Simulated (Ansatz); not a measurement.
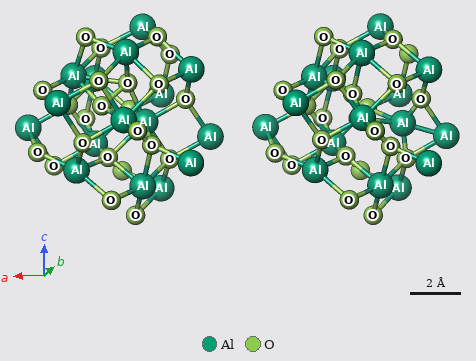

Two geometries of a defect cell of composition Al48O73, drawn at one scale. One is the start of a relaxation, the other its converged end. Style: ball-and-stick. Shown: the atoms within 4.2 Å of the atom that moves most (axes of the cell of the calculation (origin shifted)), from a free direction.

All numbers below come from Ansatz 0.2.0, DFT, PBEsol, PAW, plane waves. Settings: plane-wave cutoff 420 eV; k-point mesh 1 × 1 × 1; mesh shifted by (0.25, 0.25, 0.25); no spin polarisation; atoms relaxed in a fixed cell; force threshold 0.03 eV/Å; at most 80 steps.

### Which one is relaxed?

The left one is the relaxed one. After 15 geometry steps the energy has fallen by 18.662 eV per cell of the calculation. Largest force component: 29 eV/Å at the start, 0.0084 eV/Å at the end. The largest move is that of an O atom, 1.11 Å roughly along [3 3 1]. By element the largest moves are O 1.11 Å, Al 0.91 Å. The lattice vectors keep their values. Some distances before and after: Al–O 2.802 → 1.867 Å, Al–Al 1.821 → 2.735 Å, O–O 1.696 → 2.456 Å, Al–O 2.659 → 2.049 Å. New bonds form, among them: Al–O (2.42 → 1.96 Å), Al–O (2.43 → 1.87 Å), Al–O (2.66 → 2.05 Å), Al–O (2.80 → 1.87 Å). Bond angles that change, for instance: Al–O–O 118.8° → 56.6°, Al–O–O 158.2° → 97.7°, Al–O–O 106.0° → 56.5°. Cost: 20 s on 1 × NVIDIA GB200 with 8 threads of Arm Neoverse-V2, peak memory 1.9 GiB.
